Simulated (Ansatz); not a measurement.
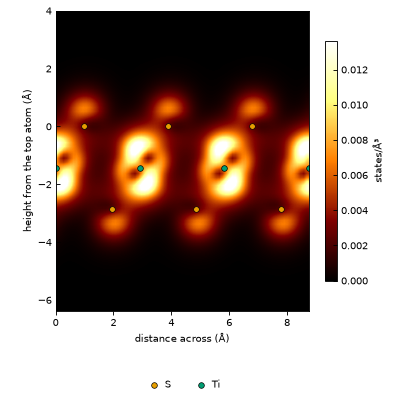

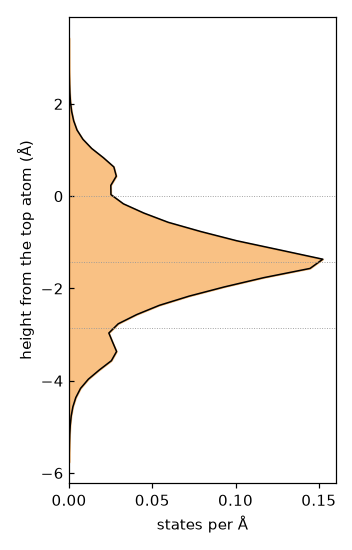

Density of all states between 0.00 and +0.25 eV (zero: the Fermi level) of monolayer TiS2: side view, averaged along the second cell vector, and the full density summed over planes, the part near the nuclei included (dotted lines mark the atomic planes).

The first picture shows the smooth PAW orbitals' density alone, which lacks about 27 % of these states' charge, near the nuclei; the shares below count all of it.

The calculation used DFT PBE+D3(BJ), scalar-relativistic, plane waves, PAW (Ansatz 0.2.0). Cutoff 420 eV, 30 × 30 k-points, Gaussian smearing 0.05 eV, dipole correction. No spin polarisation. No Hubbard term, so a correlated insulator may come out metallic.

How is this energy window spread over the atomic planes?

The window holds 0.29 states per cell. Shares by plane (space cut midway between planes), top to bottom: S 21 %, Ti 58 %, S 21 %; the outer planes' shares include the vacuum, and density in a gap between layers is shared out between the planes on either side.
